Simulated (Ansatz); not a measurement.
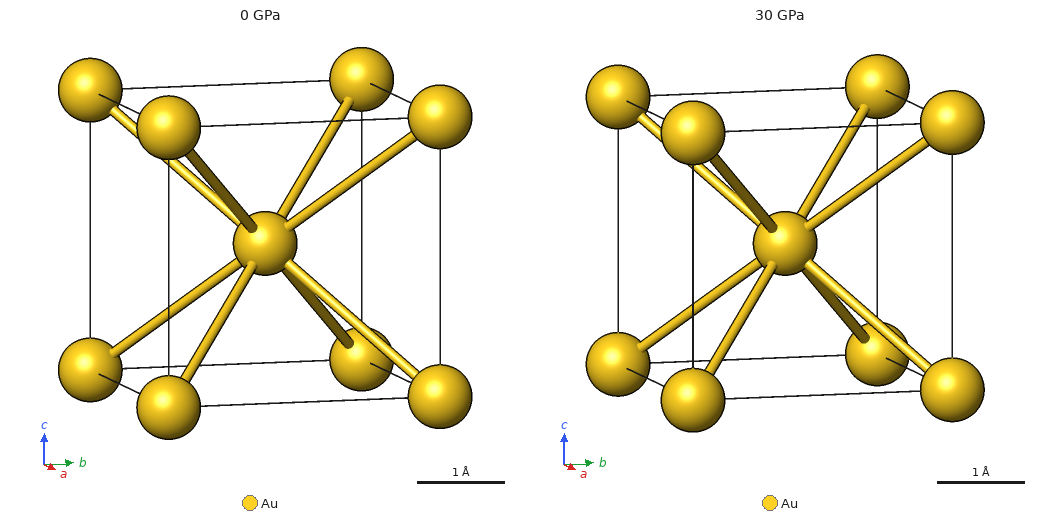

Au, body-centred cubic (W type), space group Im-3m (No. 229), relaxed (cell and atoms) under a series of hydrostatic pressures; the conventional cell is drawn at the lowest and the highest, to one scale (sticks follow a distance rule). The start was a structure listed in the Materials Project. This isn't the form of Au at room conditions, which is fcc.

Alike in all runs: Ansatz 0.2.0; functional r2SCAN; potentials Ansatz PAW; cutoff 500 eV; k mesh 11 × 11 × 11 on the run's cell of 1 atom; occupations fermi-dirac, width 0.05 eV; no spin polarisation; no spin-orbit coupling.

| pressure (GPa) | volume (Å³/atom) | a (Å) |
| --- | --- | --- |
| 0.0 | 17.665 | 3.281 |
| 2.0 | 17.437 | 3.267 |
| 5.0 | 17.127 | 3.248 |
| 10.0 | ? | ? |
| 20.0 | 15.965 | 3.172 |
| 30.0 | 15.409 | 3.135 |

**What equation of state do the given rows imply, and what volume does it predict for the missing row?**

The fit gives V0 = 17.67 Å³/atom, B0 = 146 GPa and B0′ = 6.0, which puts the volume at 10.0 GPa at 16.68 Å³/atom. The run gave volume 16.678 Å³/atom; a 3.219 Å.

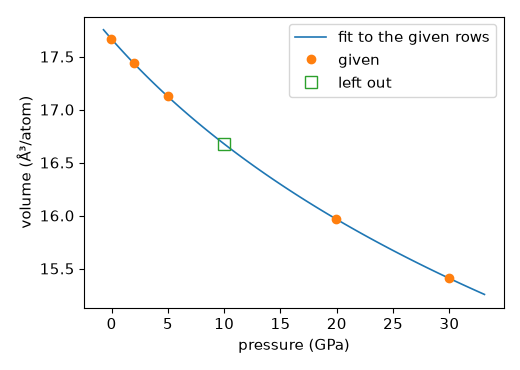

Volume against pressure, with the fit. The structure was kept in its own symmetry, so a change to another phase within this range wouldn't be seen.

Caveat: the plane-wave basis is chosen anew once the cell has moved, so the energies of steps on either side of that aren't comparable; the PAW data sets were made with another functional, which shifts forces and pressure a little; spin-orbit coupling is left out, which matters for Au, if less for volumes and forces than for levels.
